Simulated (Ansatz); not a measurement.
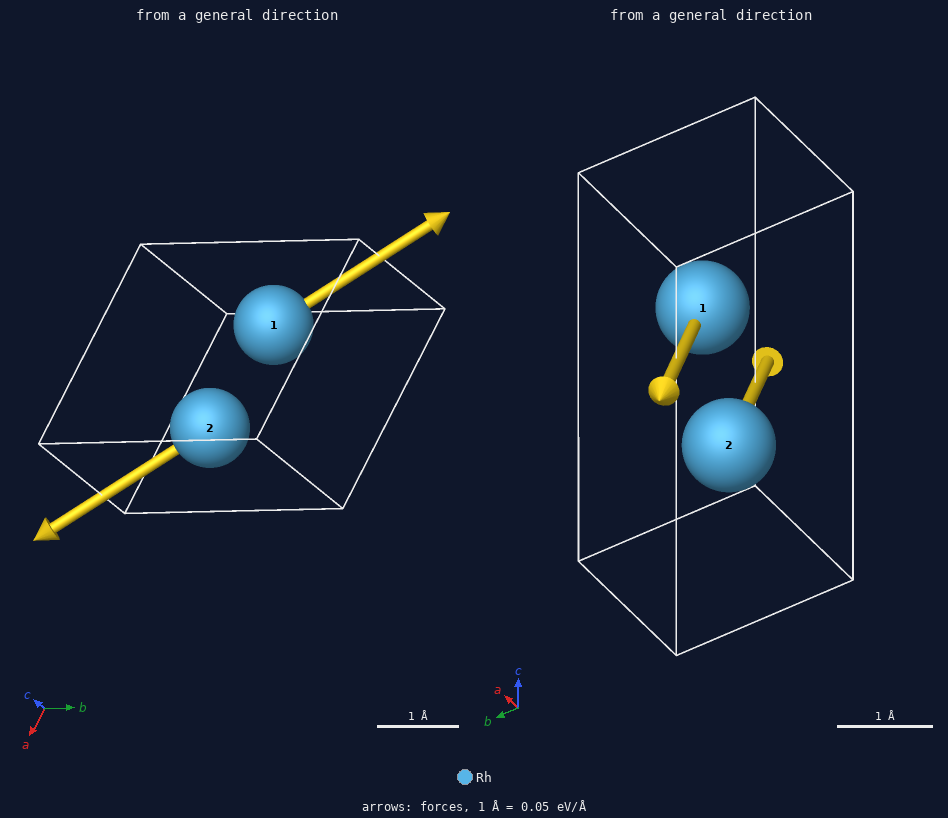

Shown here is a spheres-only view of the crystal, taken from two general directions. One cell (the run's own, in a reduced setting) is framed, with atoms on its boundary repeated. The arrows are the computed forces on the atoms.

System: Rh. Method used: DFT r2SCAN, scalar-relativistic, plane waves, PAW (Ansatz). It ran with 500 eV cutoff, k-points about 0.15 Å⁻¹ apart, Gaussian smearing of 0.15 eV, no spin polarisation.

Q: Has this structure been optimised to equilibrium?

A: No. The atoms still feel forces of up to about 0.11 eV/Å, above a usual threshold of 0.01 to 0.03 eV/Å.

Q: On which atom is the force largest?

A: Rh1 and Rh2, about 0.11 eV/Å.

The model was built from a structure listed in the Materials Project. The cell was then strained or its atoms displaced on purpose. It was the input of a calculation with Ansatz.
